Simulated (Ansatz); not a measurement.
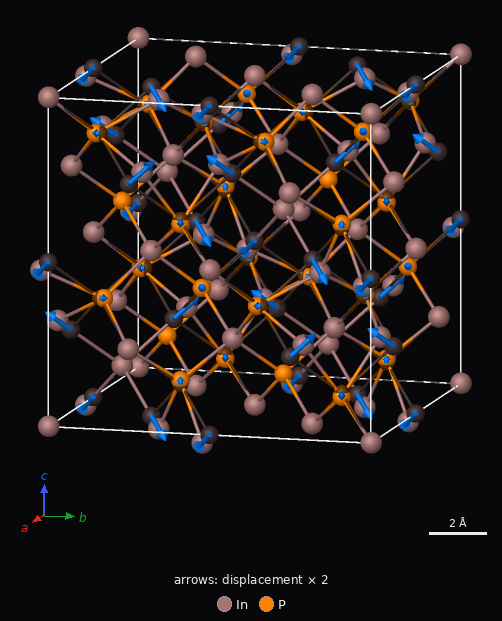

A relaxation of a defect cell of composition In9P7 (coarse preliminary run). The starting structure is drawn faded, the final one solid; blue arrows show the displacements, magnified 2 times.

A ball-and-stick model of the conventional cell (4 times the calculation's cell) (origin shifted), seen slightly off an axis. Lengths and directions refer to the drawn axes.

Case: In on a P site (d), charge +0, atoms relaxed at the host's cell.

These are results of DFT PBE, scalar-relativistic, plane waves, PAW in Ansatz, not measurements. (plane-wave cutoff 420 eV; k-point mesh 1 × 1 × 1; occupations gaussian; smearing width 0.02 eV; no spin polarisation; atoms relaxed in a fixed cell; force threshold 0.025 eV/Å; at most 45 steps)

Atoms of which element are displaced furthest, and by how much?

Answer. Indium: up to 0.65 Å, against 0.15 Å for phosphorus.

Describe the change and its energy.

Answer. The largest moves, 0.65 Å, are those of In atoms. Largest moves by element: In 0.65 Å, P 0.15 Å. The cell stays as it was. Among the contacts that change: In–In 2.581 → 3.232 Å, In–P 2.581 → 2.512 Å, In–P 2.581 → 2.544 Å. Among the angles between lasting bonds that change: In–P–In 109.5° → 76.0°, In–In–P 109.5° → 92.7°, P–In–P 109.5° → 119.8°. Over 6 accepted moves (7 points after the start) the energy falls by 2.937 eV per cell of the calculation. The largest force component goes from 1.3 to 0.025 eV/Å. 1 step only repeated the SCF at the same geometry. Cost: 25 s on 4 threads of Intel(R) Xeon(R) Processor @ 2.70GHz, on a shared host, peak memory 0.57 GiB.

Limits of the set-up: the k-point mesh is coarse for a cell with partly filled bands; the periodic images lie only 8.4 Å apart, so the values are limited by the cell's size.
